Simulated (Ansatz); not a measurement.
Pt5Se9 (cell charge +2, with a compensating background) (cell with a defect)

The calculation's input:

```
crystal:
  lattice:
    - [-5.6273392766, -3.2489458462, 6.5013337589]
    - [5.6273392766, -3.2489458462, 6.5013337589]
    - [0.0, 6.4978916924, 6.5013337589]
  atoms:
    - { symbol: Pt, position: [0.6653015037, 0.3347629826, 0.0024327457] }
    - { symbol: Pt, position: [0.6676115524, 0.0057260406, 0.335807863] }
    - { symbol: Pt, position: [0.333682623, 0.6663692474, 0.0024290114] }
    - { symbol: Pt, position: [1.002232994, 1.0033046932, 0.0034407877] }
    - { symbol: Pt, position: [0.3234184281, 0.3244862373, 0.3294083326] }
    - { symbol: Pt, position: [0.6672619443, 0.6683393569, 0.6686124971] }
    - { symbol: Pt, position: [0.3289112874, -0.0037126693, 0.6698628758] }
    - { symbol: Pt, position: [1.0046354203, 0.6686775468, 0.3357854644] }
    - { symbol: Pt, position: [0.9952087635, 0.3299772635, 0.6698532737] }
    - { symbol: Se, position: [0.7161941703, 0.7172912705, 0.3784724478] }
    - { symbol: Se, position: [0.7070186429, 0.3792401177, 0.7143281292] }
    - { symbol: Se, position: [0.3698140817, 0.0332896737, 0.3835606086] }
    - { symbol: Se, position: [0.0293607379, 0.3701600728, 0.3835001404] }
    - { symbol: Se, position: [0.3781671912, 0.7081012786, 0.7143254109] }
    - { symbol: Se, position: [0.7132678744, 0.0453853881, 0.0477864785] }
    - { symbol: Se, position: [0.3767006545, 0.37777028, 0.0390176693] }
    - { symbol: Se, position: [0.0398075846, 0.0408750066, 0.716316261] }
    - { symbol: Se, position: [0.0443023393, 0.7143402359, 0.0477643807] }
    - { symbol: Se, position: [0.6111334452, 0.2926902353, 0.2917145665] }
    - { symbol: Se, position: [0.6188185623, 0.9581899035, 0.6254037604] }
    - { symbol: Se, position: [0.2915962802, 0.6122015427, 0.2917066806] }
    - { symbol: Se, position: [0.9644151922, 0.9693960812, 0.2891075855] }
    - { symbol: Se, position: [0.2842715721, 0.2853502767, 0.6199472153] }
    - { symbol: Se, position: [0.6225119971, 0.6235892977, 0.9579737139] }
    - { symbol: Se, position: [0.2916466854, 0.9564661497, 0.957172951] }
    - { symbol: Se, position: [0.9571147812, 0.619880518, 0.6253780838] }
    - { symbol: Se, position: [0.9553996302, 0.2927242733, 0.9571610188] }
    - { symbol: Pt, position: [0.1261013396, 0.1280579238, 0.3005292968] }
  host:
    lattice:
      - [3.7515595178, 0.0, 0.0]
      - [-1.8757797589, 3.2489458462, 0.0]
      - [0.0, 0.0, 6.5013337589]
    atoms:
      - { symbol: Pt, position: [0.0, 0.0, 0.0] }
      - { symbol: Se, position: [0.6666666667, 0.3333333333, 0.7990307871] }
      - { symbol: Se, position: [0.3333333333, 0.6666666667, 0.2009692129] }
total_charge: 2
basis:
  ecutwfc: 420
  xc_grid: 2
kpoints:
  mp_grid: { grid: [2, 2, 2], shift: [0.5, 0.5, 0.5] }
hamiltonian:
  xc: pbe
scf:
  occupations: { method: gaussian, width: 0.01 }
output:
  forces: true
  stress: false
  eigenvalues: true
  charged_corrections:
    defect_position: [0.10714286, 0.10714286, 0.35714286]
    epsilon: [[17.6831, 0.0, 0.0], [0.0, 17.6831, 0.0], [0.0, 0.0, 5.238]]
  write_density: true
  write_potential: true
  elf: true
  volumetric_format: npy
relax:
  adjacent_minimum: "off"
  f_tol: 0.025
  max_steps: 45
```

Command:

```sh
ansatz run input.yaml --threads 4 --pin off --max-ram 10240MiB --backend cpu --events-out ev --progress --plain --runs-dir out
```

The fields are those of the relaxed geometry.

Theory: DFT PBE, scalar-relativistic, plane waves, PAW in Ansatz.

In a PAW calculation such maps are meaningful between the atoms, not at the nuclei.

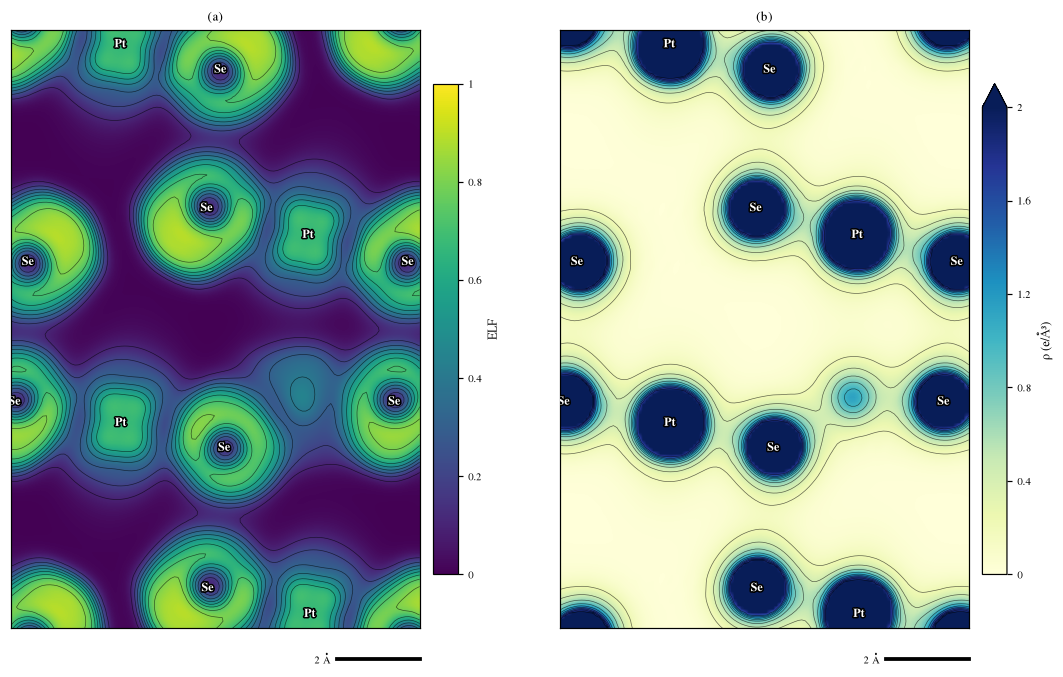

Figure 1. (a) ELF; (b) valence pseudo-density on the (011̄) plane of the calculation cell.

> What does the map show?

- The plane passes through Pt and Se nuclei.
- Atoms just off the plane (Pt, 0.9 Å away) can leave unmarked features too.
- Pt–Se (2.53 Å): the density is about 0.56 e/Å³ at the midpoint; the ELF is about 0.50 at the midpoint.
- Pt–Se (2.60 Å): ρ is about 0.48 e/Å³ halfway; the ELF is about 0.45 at the midpoint.
- Between the atoms the lowest density in this plane is 0.004 e/Å³.
- The features right at Pt lie inside the PAW spheres, where the map follows smoothed inner orbitals and isn't to be read closely.

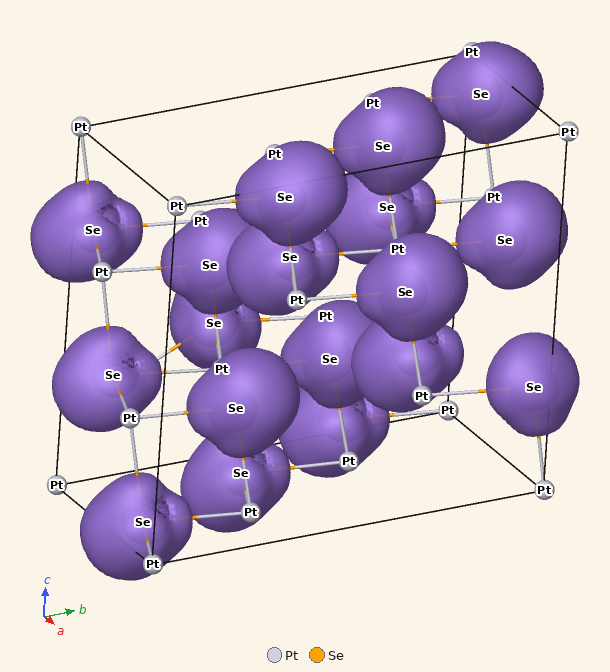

Figure 2. Isosurface of the electron localisation function at 0.65 (purple), seen slightly off an axis. Only the valence region is drawn (cores and ρ < 0.01 e/Å³ removed). Sticks mark near contacts.

> Where are the electrons localised?

The ELF exceeds this value in 18 regions wrapped around Se (the valence shell of each), counted in one cell of 28 atoms. Regions shared between cells count once. Profiles from the grid: Pt–Se (2.41 Å): the ELF is about 0.45 at the midpoint. Pt–Se (2.51 Å): the ELF is about 0.50 at the midpoint.

> Does the calculation give a band gap?

It is metallic or semimetallic at this level of theory: no gap opens.
